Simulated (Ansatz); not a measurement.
The calculation's input:

```
crystal:
  lattice:
    - [0.0, -2.1039285557, -2.1039285557]
    - [-2.1039285557, 0.0, -2.1039285557]
    - [2.1039285557, 2.1039285557, -4.2078571113]
  atoms:
    - { symbol: Ta, position: [0.5, 0.5, 0.5] }
    - { symbol: Ta, position: [0.0, 0.0, 0.0] }
basis:
  ecutwfc: 500
kpoints:
  mp_grid: { grid: [12, 12, 14] }
hamiltonian:
  xc: r2scan
scf:
  occupations: { method: gaussian, width: 0.15 }
output:
  forces: true
  stress: true
  eigenvalues: true
  write_density: true
  write_potential: true
  elf: true
  volumetric_format: npy
```

Command:

```sh
ansatz run input.yaml --threads 2 --pin off --max-ram 5120MiB --backend cpu --events-out ev --progress --plain --runs-dir out
```

Space group Fm-3m.

These are results of DFT r2SCAN, scalar-relativistic, plane waves, PAW (Ansatz 0.2.0), not measurements.

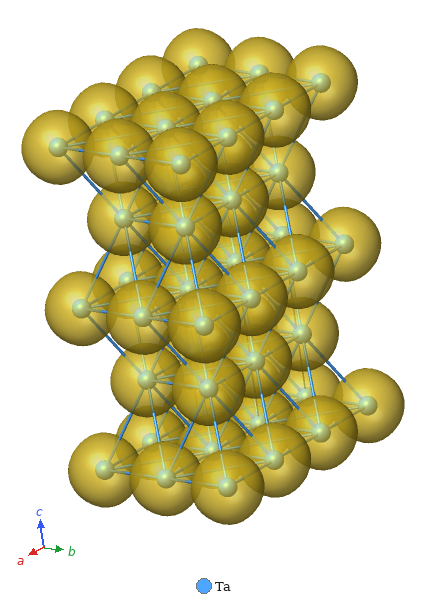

Ta. Isosurface of the valence charge density (pseudo) at 0.6 e/Å³ (yellow), seen slightly off an axis. Sticks mark near contacts.

Core electrons are frozen (PAW), and the valence fields are smoothed inside the atomic spheres.

Question: What does this surface tell about the bonding?

Answer: At this value the density breaks into separate islands; it holds about 70 % of the electrons treated as valence (semicore included). It bridges none of the near contacts. It is pinched off along the sampled Ta–Ta (2.98 Å) contacts. On the grid the lowest density along these lines, outside the cores, is 0.27 e/Å³ (Ta–Ta, 2.98 Å).

Question: Does the calculation make it a metal, or give it a gap?

Answer: It is gapless in this calculation (a metal or semimetal).
